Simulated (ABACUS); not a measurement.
## Bi: band-structure run (part 2 of 2)

The same run, continued: Bi (Im-3m, 1 atom in the cell); Kohn-Sham DFT of a periodic cell, r2SCAN, SG15 ONCV 1.2 PBE, no spin polarisation (ABACUS 3.10.1); cutoff 1034.03 eV, 6×6×6 k-mesh, fermi-dirac of 0.05 eV. The structure derives from a Materials Project entry.

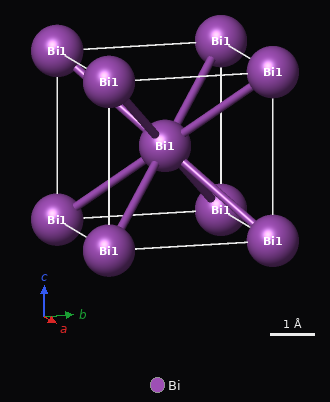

Figure 1. The structure as given in the input (ball-and-stick view of the cell 2 times as large as that of the calculation, set on its symmetry axes, seen slightly off an axis; atoms are numbered from 1 in the order of the input).

Log, continued:
```
----------------------------------------------------------

 PW ALGORITHM --------------- ION=   1  ELEC=   4--------------------------------

 Density error is 1.35157475159e-06
                          Error Threshold = 2.15786490965e-07
----------------------------------------------------------
     Energy           Rydberg                 eV
----------------------------------------------------------
 E_KohnSham     -135.2154917381      -1839.7011455107
 E_Harris       -135.2479714399      -1840.1430545233
 E_Fermi        0.8762729037         11.9223044936
----------------------------------------------------------

 PW ALGORITHM --------------- ION=   1  ELEC=   5--------------------------------

 Density error is 4.92740309574e-08
                          Error Threshold = 9.0104983439e-09
----------------------------------------------------------
     Energy           Rydberg                 eV
----------------------------------------------------------
 E_KohnSham     -135.2155861526      -1839.7024300859
 E_Harris       -135.2274155683      -1839.8633775434
 E_Fermi        0.8756285438         11.9135375268
----------------------------------------------------------

 PW ALGORITHM --------------- ION=   1  ELEC=   6--------------------------------

 Density error is 2.36453401185e-08
                          Error Threshold = 3.28493539716e-10
----------------------------------------------------------
     Energy           Rydberg                 eV
----------------------------------------------------------
 E_KohnSham     -135.2155877775      -1839.7024521928
 E_Harris       -135.2155548813      -1839.7020046167
 E_Fermi        0.8752943348         11.9089903802
----------------------------------------------------------

 PW ALGORITHM --------------- ION=   1  ELEC=   7--------------------------------

 Density error is 2.51885049719e-10
                          Error Threshold = 1.5763560079e-10
----------------------------------------------------------
     Energy           Rydberg                 eV
----------------------------------------------------------
 E_KohnSham     -135.2155878030      -1839.7024525405
 E_KS(sigma->0) -135.2150902958      -1839.6956836068
 E_Harris       -135.2154846309      -1839.7010488122
 E_band         -5.4722812730        -74.4542063718
 E_one_elec     -36.9379140570       -502.5661034091
 E_Hartree      26.1188523480        355.3652171539
 E_xc           -15.0541084229       -204.8216528606
 E_Ewald        -109.3414226567      -1487.6663755572
 E_entropy(-TS) -0.0009950146        -0.0135378675
 E_descf        0.0000000000         0.0000000000
 E_exx          0.0000000000         0.0000000000
 E_Fermi        0.8752965293         11.9090202377
----------------------------------------------------------

 charge density convergence is achieved
 final etot is -1839.7024525 eV
 EFERMI = 11.909020238 eV

 STATE ENERGY(eV) AND OCCUPATIONS    NSPIN == 1
 1/4 kpoint (Cartesian) = 0.0000 0.0000 0.0000 (2315 pws)
       1       -10.5809     0.00925926
       2       -10.5809     0.00925926
       3       -10.5809     0.00925926
       4       -10.4261     0.00925926
       5       -10.4261     0.00925926
       6       -2.11822     0.00925926
       7        17.2429    4.33366e-49
       8        17.2429    4.33366e-49
       9        17.2429    4.33366e-49
      10        21.8146    8.46719e-89
      11        23.6628        0.00000
      12        23.6628        0.00000
      13        23.6628        0.00000
      14        24.8637        0.00000
      15        24.8637        0.00000
      16        24.8637        0.00000
      17        26.2838        0.00000
      18        26.2838        0.00000

 2/4 kpoint (Cartesian) = 0.14434 -0.14434 0.0000 (2343 pws)
       1       -10.5928       0.111111
       2       -10.5622       0.111111
       3       -10.5187       0.111111
       4       -10.4389       0.111111
       5       -10.4287       0.111111
       6       -1.60608       0.111111
       7        13.6922    3.60499e-17
       8        16.0203    2.16520e-37
       9        16.8717    8.71015e-45
      10        21.0640    3.36491e-81
      11        22.1526        0.00000
      12        23.3836        0.00000
      13        24.3805        0.00000
      14        26.7275        0.00000
      15        26.7349        0.00000
      16        27.2873        0.00000
      17        28.3973        0.00000
      18        30.4135        0.00000

 3/4 kpoint (Cartesian) = 0.28868 -0.28868 0.0000 (2329 pws)
       1       -10.6168       0.111111
       2       -10.5475       0.111111
       3       -10.4454       0.111111
       4       -10.4338       0.111111
       5       -10.3915       0.111111
       6      -0.208070       0.111111
       7        9.21699       0.111111
       8        14.3152    1.39869e-22
       9        16.1235    2.74905e-38
      10        19.4365    4.59938e-67
      11        21.0080    1.03046e-80
      12        24.3136        0.00000
      13        25.8927        0.00000
      14        30.1868        0.00000
      15        31.0065        0.00000
      16        31.3926        0.00000
      17        31.7077        0.00000
      18        31.7197        0.00000

 4/4 kpoint (Cartesian) = 0.43301 0.43301 0.86603 (2342 pws)
       1       -10.6287      0.0555556
       2       -10.5549      0.0555556
       3       -10.4363      0.0555556
       4       -10.4354      0.0555556
       5       -10.3265      0.0555556
       6       0.935516      0.0555556
       7        6.97280      0.0555556
       8        13.6380    5.33361e-17
       9        15.7698    1.62225e-35
      10        18.9301    5.76191e-63
      11        20.6312    9.65363e-78
      12        25.4488        0.00000
      13        26.8674        0.00000
      14        29.8116        0.00000
      15        30.4450        0.00000
      16        32.2705        0.00000
      17        33.8665        0.00000
      18        34.9707        0.00000

------------------------------------------------------------------------------------------
 TOTAL-FORCE (eV/Angstrom)
------------------------------------------------------------------------------------------
                       Bi1         0.0000000000         0.0000000000         0.0000000000
------------------------------------------------------------------------------------------

----------------------------------------------------------------
 TOTAL-STRESS (KBAR)
----------------------------------------------------------------
       -10.9354898224         0.0000000000         0.0000000000
         0.0000000000       -10.9354898224        -0.0000000000
        -0.0000000000        -0.0000000000       -10.9354898224
----------------------------------------------------------------
 TOTAL-PRESSURE: -10.935490 KBAR

 --------------------------------------------
 !FINAL_ETOT_IS -1839.7024525405452096 eV
 --------------------------------------------
```

Standard output:
```
ABACUS v3.10.1

               Atomic-orbital Based Ab-initio Computation at UStc

 dft_functional readin is: MGGA_X_R2SCAN+MGGA_C_R2SCAN
 dft_functional in pseudopot file is: PBE
 Please make sure this is what you need

%%%%%%%%%%%%%%%%%%%%%%%%%%%%%%%%%%%%%%%%%%%%%%%%%%%%%%%%%%%%%%%%%%%%%%%%%%%%%%%%%%%%%%%%%%%%%%%%%%%%%%%%%
 Warning: the number of valence electrons in pseudopotential > 5 for Bi: [Xe] 4f14 5d10 6s2 6p3
 Pseudopotentials with additional electrons can yield (more) accurate outcomes, but may be less efficient.
 If you're confident that your chosen pseudopotential is appropriate, you can safely ignore this warning.
%%%%%%%%%%%%%%%%%%%%%%%%%%%%%%%%%%%%%%%%%%%%%%%%%%%%%%%%%%%%%%%%%%%%%%%%%%%%%%%%%%%%%%%%%%%%%%%%%%%%%%%%%

 UNIFORM GRID DIM        : 36 * 36 * 36
 UNIFORM GRID DIM(BIG)   : 36 * 36 * 36
func,idMGGA_X_R2SCAN 497
func,idMGGA_C_R2SCAN 498
 ---------------------------------------------------------
 Self-consistent calculations for electrons
 ---------------------------------------------------------
 SPIN    KPOINTS         PROCESSORS  THREADS
 1       16              4           4
 ---------------------------------------------------------
 Use plane wave basis
 ---------------------------------------------------------
 ELEMENT NATOM       XC
 Bi      1
 ---------------------------------------------------------
 Initial plane wave basis and FFT box
 ---------------------------------------------------------
 -------------------------------------------
 SELF-CONSISTENT :
 -------------------------------------------
 START CHARGE      : atomic
 ITER       ETOT/eV          EDIFF/eV         DRHO         DKIN     TIME/s
 DA1     -1.83928857e+03   0.00000000e+00   7.3146e-03   5.1152e-01   4.04
 DA2     -1.83964038e+03  -3.51808285e-01   2.2696e-04   2.1025e-01   1.34
 DA3     -1.83969194e+03  -5.15625173e-02   3.2368e-05   8.5202e-02   1.57
 DA4     -1.83970115e+03  -9.20483903e-03   1.3516e-06   3.1449e-02   1.93
 DA5     -1.83970243e+03  -1.28457518e-03   4.9274e-08   8.8517e-04   1.80
 DA6     -1.83970245e+03  -2.21068595e-05   2.3645e-08   3.9075e-04   2.30
 DA7     -1.83970245e+03  -3.47794684e-07   2.5189e-10   3.5336e-04   1.56
----------------------------------------------------------------
 TOTAL-STRESS (KBAR)
----------------------------------------------------------------
       -10.9354898224         0.0000000000         0.0000000000
         0.0000000000       -10.9354898224        -0.0000000000
        -0.0000000000        -0.0000000000       -10.9354898224
----------------------------------------------------------------
 TOTAL-PRESSURE: -10.935490 KBAR
```

This output came from the following input.

Input:
```
INPUT_PARAMETERS
suffix              Bi
calculation         scf
basis_type          pw
pseudo_dir          ./
symmetry            1
dft_functional      MGGA_X_R2SCAN+MGGA_C_R2SCAN
ecutwfc             76
pseudo_rcut         7
nspin               1
nbands              18
ks_solver           dav
smearing_method     fd
smearing_sigma      0.00367493
scf_thr             1e-08
scf_nmax            100
mixing_type         broyden
mixing_beta         0.7
cal_force           1
cal_stress          1
mixing_tau          1
out_chg             1
kpar                4
```

File STRU:
```
ATOMIC_SPECIES
Bi 208.9804 Bi_ONCV_PBE-1.2.upf

LATTICE_CONSTANT
6.4854235633

LATTICE_VECTORS
-0.5773502692 0.5773502692 0.5773502692
0.5773502692 -0.5773502692 0.5773502692
0.5773502692 0.5773502692 -0.5773502692

ATOMIC_POSITIONS
Cartesian

Bi
0.0
1
0.0000000000 0.0000000000 0.0000000000 1 1 1
```

File KPT:
```
K_POINTS
0
Gamma
6 6 6 0 0 0
```

Run as:
```bash
OMP_NUM_THREADS=1 mpirun -np 4 abacus > log
```

Results in brief:

| quantity | value |
| --- | --- |
| outcome | converged |
| space group (tolerance 0.01 Å) | Im-3m (229) |
| electrons treated | 15 |
| free energy | −1839.7025 eV |
| Fermi energy of the self-consistent step | 11.909 eV |
| gap on the k-point mesh | none (metallic) |
| pressure | −1.09 GPa |
| largest force (length of the vector) | under 0.001 eV/Å |
| hardware | 4 threads of Intel Xeon @ 3.00GHz (Skylake/Cascade Lake), 12 GiB of memory available, shared host |
| wall time | 16 s (CPU time 62 s) |
| peak memory | 0.32 GiB |

Remarks:

Spin–orbit coupling is left out, which matters for Bi.
